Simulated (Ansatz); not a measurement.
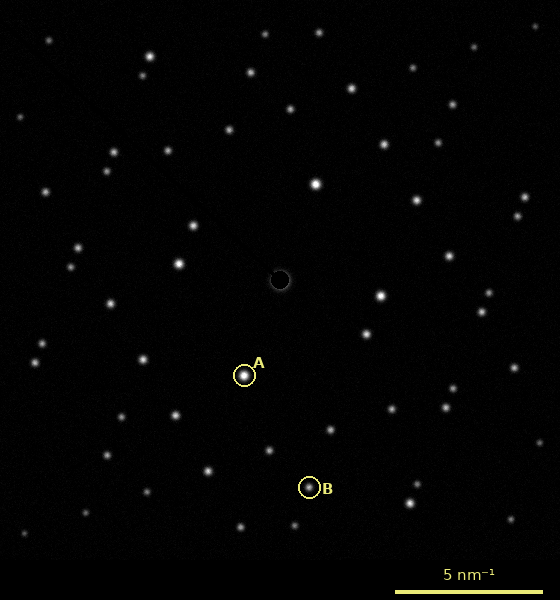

The pattern is a kinematic simulation for 200 kV electrons (no multiple scattering; isotropic B = 1 Å²). Two individuals of a reflection twin are superposed (a geometric construction: whether this twin forms is not tested; the second individual is smaller and so fainter). Crystal: Pb, space group Pm-3n (No. 223), a = 6.40 Å, zone axis [211]. Structure: coordinates from a relaxation with DFT PBE, scalar-relativistic, plane waves, PAW in Ansatz 0.2.0; the starting structure was generated, so it need not be a known form of this composition.

In the first individual spot A is -1 0 2 and spot B is -1 -2 4.

> On which plane is the crystal twinned?

(10-2). The spot positions of the combined pattern are mirror-symmetric about the row through 1 0 -2 (d = 2.863 Å), which both individuals share, while a single individual has only symmetry 2mm without that mirror line. Friedel's law adds the mirror line at right angles, so a twin on (2-51) would give the same picture; the more widely spaced plane was used.

> Which other reflections coincide?

Off the common row, 2 -5 1 and their kin fall on spots of the second individual; about 22 % of the first individual's visible spots are shared.
